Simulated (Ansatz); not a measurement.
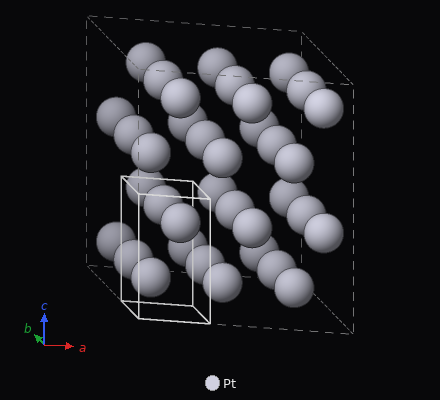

Pt (P6_3/mmc, No. 194): the geometry relaxed with Ansatz, DFT, RPBE, plane waves (420 eV) with PAW, scalar-relativistic; the starting structure was generated, so it need not be a known form of this composition.

```cif
data_structure
_symmetry_space_group_name_H-M 'P6_3/mmc'
_symmetry_Int_Tables_number 194
_cell_length_a 2.7821
_cell_length_b 2.7821
_cell_length_c 4.7878
_cell_angle_alpha 90.000
_cell_angle_beta 90.000
_cell_angle_gamma 120.000
_cell_volume 32.09
loop_
_atom_site_label
_atom_site_type_symbol
_atom_site_symmetry_multiplicity
_atom_site_Wyckoff_symbol
_atom_site_fract_x
_atom_site_fract_y
_atom_site_fract_z
_atom_site_occupancy
Pt1 Pt 2 c 0.33333 0.66667 0.25000 1
```

Q: What will an iDPC-like image along [210] show? Simulated as the projected potential of neutral atoms (B = 0.8 Å²) blurred by a 0.56 Å probe, the thin-sample limit of integrated differential phase contrast. Shot noise was added.

A: The columns repeat on a rectangular net of 1.39 × 2.39 Å (plane group p2mm). All columns are alike (Pt). The shortest distance between visible columns is 1.39 Å in projection. Along the beam the structure repeats every 4.82 Å.

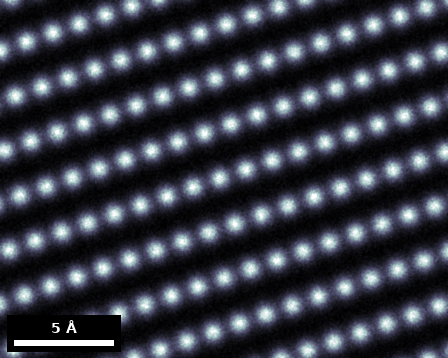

The simulated image.
